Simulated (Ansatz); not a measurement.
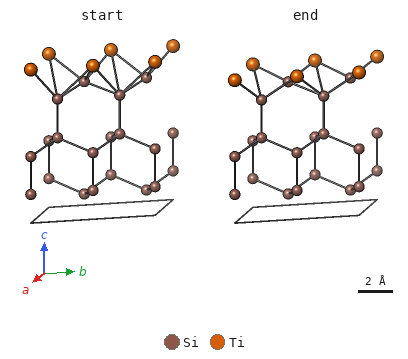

The structure of a slab of composition TiSi$_{6}$ (cut from the Fd-3m phase) before (left) and after (right) a constrained relaxation, at one scale.

The picture is a ball-and-stick view of the 1 × 2 repeat of the cell, outlined in the plane, without the vacuum, seen slightly off an axis.

Case: Ti put at a hollow Si-Si site. The slab is the (1 1 1) face of Si with Ti on it. 3 atoms are held fixed.

The calculation used Ansatz 0.2.0, DFT PBEsol, scalar-relativistic, plane waves, PAW. (plane-wave cutoff 420 eV; k-point mesh 9 × 9 × 1; occupations gaussian; smearing width 0.05 eV; collinear spin; dipole correction; atoms relaxed in a fixed cell; force threshold 0.03 eV/Å; at most 70 steps)

Question: What changed between the two?

Answer: The Ti atom moves most: 0.66 Å along the normal (−c). By element the largest moves are Ti 0.66 Å, Si 0.06 Å. The cell stays as it was. Near-neighbour distances that change, for instance: Si–Ti 3.148 → 2.755 Å, Si–Ti 2.712 → 2.399 Å, Si–Si 2.412 → 2.353 Å, Si–Si 2.318 → 2.332 Å. Among the angles between lasting bonds that change: Si–Ti–Si 99.7° → 121.2°, Si–Ti–Si 90.2° → 106.4°, Ti–Si–Ti 90.2° → 106.4°. Over 5 geometry steps the energy falls by 0.736 eV per cell of the calculation. Largest force component: 1.4 eV/Å at the start, 0.02 eV/Å at the end. The run took 100 s on 1 thread of Intel(R) Xeon(R) 6975P-C (Granite Rapids), with other jobs on the host, peak memory 0.7 GiB.

Limits of the set-up: the periodic images lie only 3.8 Å apart, so the values are limited by the cell's size.
